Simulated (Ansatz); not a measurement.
Geometry relaxation, with input and output: TiO (part 2 of 2)

The same run, continued: TiO (6 atoms in the cell); DFT r2SCAN, scalar-relativistic, plane waves, PAW, no spin polarisation (Ansatz 0.2.0); cutoff 500 eV, 10×10×10 k-mesh, Gaussian smearing of 0.1 eV. The structure derives from a Materials Project entry. It belongs to a series of runs on one base structure; here: no spin polarisation.

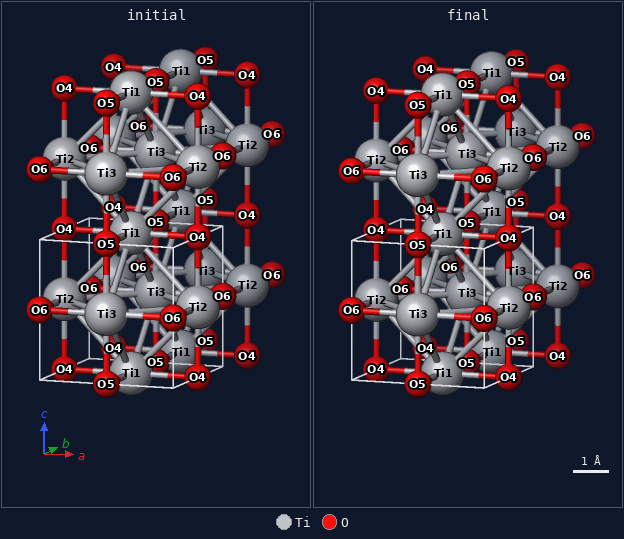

Fig. 1: Before (left) and after (right) the relaxation, at one scale (ball-and-stick view of the cell of the calculation, repeated 1 × 2 × 2, seen slightly off an axis). After 2 geometry steps the energy has fallen by 4.0 meV per atom. All forces vanish by symmetry, so only the cell relaxes. The pressure goes from −4.79 to 0.04 GPa. No atom moves by more than 0.005 Å relative to the cell. The volume changes by −2.2 %, with a = b = c 4.087 → 4.056 Å (−0.8 %). Among the contacts that change: Ti1–Ti2 2.890 → 2.868 Å, Ti1–O4 2.043 → 2.028 Å. The space group stays Pm-3m (No. 221). A last SCF at the same geometry on a re-selected plane-wave basis shifts the energy by +0.2 meV per atom. (Atoms are counted from 1 in the order of the input.)

```
basis re-selected at this cell: Δ(F+E_penalty+E_count) = +1.109e-3 eV, ΔP = +0.002 GPa vs the last step (what re-selecting the basis moved, of the pressure what is left beyond the Pulay correction that the steps carried, after the strain that the cell walked since its last selection, with what the two solves' SCF thresholds leave and, on support functions, any second-order correction that the steps lacked; it is no measure of the basis error at this ecutwfc). This SCF's stress stands 3.66e-2 GPa from its target on what of the cell is left free (relax.cell.stress_tol is 5.00e-2 GPa) and its largest allowed force component is 4.98e-29 eV/Å (relax.f_tol is 1.00e-2 eV/Å): within both
SCF converged after 6 iterations
Free energy (F): -9227.066692 eV
Harris-Foulkes:  -9227.066692 eV  (|F-HF|=0.00e0)
Internal energy: -9227.041344 eV  (E = F + TS)
E sigma→0 (E₀):  -9227.054018 eV
Entropy (-TS):   -0.025348 eV (-4.225 meV/atom)
Fermi energy:    13.263411 eV
--- Per-component energies (eV) ---
  E_band       = -496.742703
  E_kinetic    = 1354.244695
  E_local      = -3291.382822  (includes V_loc(G=0)·N_el)
  E_nonlocal   = 160.512172
  E_hartree    = 1301.042421
  E_xc         = -502.734220
  E_vxc        = -720.644458  (∫ρ·V_xc dr)
  E_paw        = -3649.295808  (= ΣΔE_a)
  E_vpaw       = -649.356557  (= ΣTr[D̂ρ^β])
  E_aug_tail   = 0.003094  (compensation charges beyond the density's cutoff)
  E_vtau       = 47.796293  (kinetic-family band-sum trace: ∫τ·v_τ [+ j·A + Jᵃ·Aᵃ] dr)
  E_ewald      = -4598.574682
  E_core_change = -0.856194  (= ΣΔE_core)
  E_smearing   = -0.025348  (= −TS)
  E_closure    = 0.000000  (closes the sum)
  Σ components = -9227.066692   (vs F -9227.066692, Δ=0.00e0)
--- Forces (eV/Å), atoms counted from 1 ---
  atom   1  Ti     0.00000000     0.00000000     0.00000000
  atom   2  Ti     0.00000000     0.00000000    -0.00000000
  atom   3  Ti     0.00000000     0.00000000     0.00000000
  atom   4  O     -0.00000000     0.00000000    -0.00000000
  atom   5  O     -0.00000000    -0.00000000     0.00000000
  atom   6  O      0.00000000    -0.00000000     0.00000000
  max |Σ_I F_I| component: 1.05e-28 eV/Å
--- Stress (GPa, compression-positive) ---
        0.036597       0.000000      -0.000000
        0.000000       0.036597       0.000000
       -0.000000       0.000000       0.036597
  P = ⅓ Tr σ = 0.0366 GPa (0.366 kbar)
--- Band table (eV; the first three rows and the last of 56) ---
  k-point 0: bands = ["-46.3587", "-46.2030", "-46.2030", "-21.8017", "-21.8017", "-21.8017", "-21.5773", "-21.5773", "-21.5773", "-21.1310", "-21.1310", "-21.1310", "-8.1323", "-7.3577", "-7.3577", "7.4484", "7.4484", "7.4484", "8.8481", "8.8481", "8.8481", "8.9969", "9.9332", "9.9332", "9.9332", "11.7672", "11.7672", "11.7672", "14.8022", "14.8022", "14.8022", "15.5898", "15.5898"]
  k-point 1: bands = ["-46.3553", "-46.2064", "-46.2029", "-21.7971", "-21.7947", "-21.7947", "-21.5835", "-21.5795", "-21.5795", "-21.1443", "-21.1358", "-21.1358", "-8.0864", "-7.3571", "-7.3130", "7.3196", "7.4459", "7.4459", "8.6199", "8.7868", "8.7868", "9.0688", "9.8221", "9.8574", "9.8574", "11.7974", "11.9302", "11.9302", "14.7545", "14.8973", "14.8973", "15.6080", "15.6390"]
  k-point 2: bands = ["-46.3455", "-46.2160", "-46.2027", "-21.7842", "-21.7752", "-21.7752", "-21.5998", "-21.5866", "-21.5866", "-21.1799", "-21.1486", "-21.1486", "-7.9637", "-7.3563", "-7.1941", "6.9759", "7.4373", "7.4373", "8.0721", "8.6484", "8.6484", "9.1783", "9.6804", "9.6804", "9.6854", "11.8810", "12.3450", "12.3450", "14.6255", "15.1287", "15.1287", "15.5780", "15.6597"]
  k-point 55: bands = ["-46.2527", "-46.2527", "-46.2527", "-22.0125", "-22.0125", "-22.0125", "-21.7317", "-21.3468", "-21.3468", "-21.3468", "-21.0431", "-21.0431", "-6.6105", "-6.6105", "-6.6105", "5.4856", "5.7538", "5.7538", "5.7538", "6.5318", "6.5318", "6.5318", "10.0038", "10.0038", "12.5621", "12.5621", "12.5621", "13.6102", "16.0334", "16.0334", "16.0334", "16.2702", "16.2702"]
--- Relaxed structure (3 steps of the walk, 3 accepted, 1 SCFs on fresh bases) ---
  F+E_penalty+E_count = -9227.06669230 eV   max|allowed force component| = 4.979e-29 eV/Å   (the final SCF, on the basis selected at the relaxed cell)
  cell:  # Å, volume = 66.7252 Å³
    - [4.05598678576376, 8.425943506694157e-34, 2.5679065925163143e-34]
    - [8.425943506694157e-34, 4.05598678576376, 0.0]
    - [2.5679065925163143e-34, 0.0, 4.05598678576376]
  atoms:
    - { symbol: Ti, position: [0.49999999999999994, 0.49999999999999994, 3.0170372624772912e-37] }
    - { symbol: Ti, position: [9.818155159178535e-37, 0.49999999999999994, 0.49999999999999994] }
    - { symbol: Ti, position: [0.49999999999999994, 2.2755620030671474e-37, 0.49999999999999994] }
    - { symbol: O, position: [7.363616369436528e-37, 0.49999999999999994, -1.2784056196919623e-37] }
    - { symbol: O, position: [0.49999999999999994, -6.392028098420193e-38, -6.647709222430577e-38] }
    - { symbol: O, position: [2.4545387898496126e-37, -1.0994288328750067e-37, 0.49999999999999994] }
```

Trajectory as extended XYZ (Å, eV, eV/Å), 4 frames, from step=1 to step=4:
```
6
Lattice="4.0867 0.0000 0.0000 0.0000 4.0867 0.0000 0.0000 0.0000 4.0867" Properties=species:S:1:pos:R:3:forces:R:3 step=1 energy=-9227.04361 pressure_GPa=-4.79
Ti    2.0433    2.0433    0.0000    0.0000   0.0000   0.0000
Ti    0.0000    2.0433    2.0433    0.0000   0.0000   0.0000
Ti    2.0433    0.0000    2.0433    0.0000   0.0000   0.0000
O     0.0000    2.0433    0.0000    0.0000   0.0000   0.0000
O     2.0433    0.0000    0.0000    0.0000   0.0000   0.0000
O     0.0000    0.0000    2.0433    0.0000   0.0000   0.0000
6
Lattice="4.0615 0.0000 0.0000 0.0000 4.0615 0.0000 0.0000 0.0000 4.0615" Properties=species:S:1:pos:R:3:forces:R:3 step=2 energy=-9227.06691 pressure_GPa=-0.86
Ti    2.0307    2.0307    0.0000    0.0000   0.0000   0.0000
Ti    0.0000    2.0307    2.0307    0.0000   0.0000   0.0000
Ti    2.0307    0.0000    2.0307    0.0000   0.0000   0.0000
O     0.0000    2.0307    0.0000    0.0000   0.0000   0.0000
O     2.0307    0.0000    0.0000    0.0000   0.0000   0.0000
O     0.0000    0.0000    2.0307    0.0000   0.0000   0.0000
6
Lattice="4.0560 0.0000 0.0000 0.0000 4.0560 0.0000 0.0000 0.0000 4.0560" Properties=species:S:1:pos:R:3:forces:R:3 step=3 energy=-9227.06780 pressure_GPa=0.03
Ti    2.0280    2.0280    0.0000    0.0000   0.0000   0.0000
Ti    0.0000    2.0280    2.0280    0.0000   0.0000   0.0000
Ti    2.0280    0.0000    2.0280    0.0000   0.0000   0.0000
O     0.0000    2.0280    0.0000    0.0000   0.0000   0.0000
O     2.0280    0.0000    0.0000    0.0000   0.0000   0.0000
O     0.0000    0.0000    2.0280    0.0000   0.0000   0.0000
6
Lattice="4.0560 0.0000 0.0000 0.0000 4.0560 0.0000 0.0000 0.0000 4.0560" Properties=species:S:1:pos:R:3:forces:R:3 step=4 energy=-9227.06669 pressure_GPa=0.04
Ti    2.0280    2.0280    0.0000    0.0000   0.0000   0.0000
Ti    0.0000    2.0280    2.0280    0.0000   0.0000   0.0000
Ti    2.0280    0.0000    2.0280    0.0000   0.0000   0.0000
O     0.0000    2.0280    0.0000    0.0000   0.0000   0.0000
O     2.0280    0.0000    0.0000    0.0000   0.0000   0.0000
O     0.0000    0.0000    2.0280    0.0000   0.0000   0.0000
```

The run was set up as follows.

Input:
```yaml
crystal:
  lattice:
    - [4.086668, 0.0, 0.0]
    - [0.0, 4.086668, 0.0]
    - [0.0, 0.0, 4.086668]
  atoms:
    - { symbol: Ti, position: [0.5, 0.5, 0.0] }
    - { symbol: Ti, position: [0.0, 0.5, 0.5] }
    - { symbol: Ti, position: [0.5, 0.0, 0.5] }
    - { symbol: O, position: [0.0, 0.5, 0.0] }
    - { symbol: O, position: [0.5, 0.0, 0.0] }
    - { symbol: O, position: [0.0, 0.0, 0.5] }
basis:
  ecutwfc: 500
kpoints:
  mp_grid: { grid: [10, 10, 10] }
hamiltonian:
  xc: r2scan
scf:
  occupations: { method: gaussian, width: 0.1 }
  lower_state_search: "off"
output:
  forces: true
  stress: true
  eigenvalues: true
relax:
  adjacent_minimum: "off"
  f_tol: 0.01
  max_steps: 60
  cell: { stress_tol: 0.05 }
```

Command:
```bash
ansatz run input.yaml --threads 1 --pin off --max-ram 2560MiB --backend cpu --events-out ev --progress --plain --runs-dir out
```

Summary:

```tsv
quantity	value
outcome	converged
space group (tolerance 0.01 Å)	Pm-3m (221)
electrons treated	54
free energy	−9227.0667 eV
Fermi energy	13.263 eV
gap on the k-point mesh	none (metallic)
pressure	0.04 GPa
final volume	66.73 Å³
largest force (length of the vector) at the end	under 0.001 eV/Å
final cell	a = 4.056 Å, b = 4.056 Å, c = 4.056 Å, α = 90.00°, β = 90.00°, γ = 90.00°
hardware	1 thread of Intel Xeon @ 2.50GHz (Skylake/Cascade Lake), 189 GiB of memory available, shared host
wall time	1.8 min
peak memory	0.57 GiB
```
